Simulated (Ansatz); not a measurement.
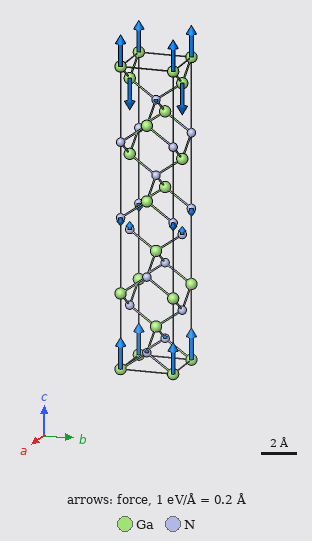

Starting geometry of an interface cell of composition GaN with the computed forces as blue arrows. Style: ball-and-stick. Shown: the cell of the calculation, reduced to other axes, slightly off an axis. Lengths and directions refer to the drawn axes.

Case: antiphase boundary on (0 0 1), species swapped.

Theory: DFT PBE, scalar-relativistic, plane waves, PAW (Ansatz). Set-up: plane-wave cutoff 420 eV; k-point mesh 8 × 8 × 2; occupations gaussian; smearing width 0.05 eV; no spin polarisation; cell relaxed at fixed a, b, alpha, beta, gamma; force threshold 0.02 eV/Å; at most 45 steps.

Is this structure relaxed? If not, where do the atoms go?

It isn't relaxed: the largest force vector, on Ga atoms, is 9.75 eV/Å. The final displacements follow the starting forces only in part (cosine between the two patterns 0.54). The energy falls by 4.216 eV per cell of the calculation in 7 accepted moves (9 points after the start). Largest force component: 9.8 eV/Å at the start, 0.0073 eV/Å at the end. Pressure: 9.83 GPa at the start and 0.71 GPa at the end. At 2 points the geometry stayed and the basis and grid were re-selected for the new cell (energy shift of 17.0 meV per cell of the calculation at most each time). The largest moves relative to the cell, 0.40 Å, are those of Ga atoms. By element the largest moves are Ga 0.40 Å, N 0.38 Å. Cell: a = b unchanged at 3.216 Å, c 18.194 → 18.652 Å (+2.5 %). Volume +2.5 %. Some distances before and after: Ga–Ga 1.970 → 2.535 Å, Ga–N 1.970 → 1.979 Å. Bond angles that change, for instance: Ga–Ga–Ga 109.5° → 78.8°, N–Ga–Ga 109.5° → 116.6°.
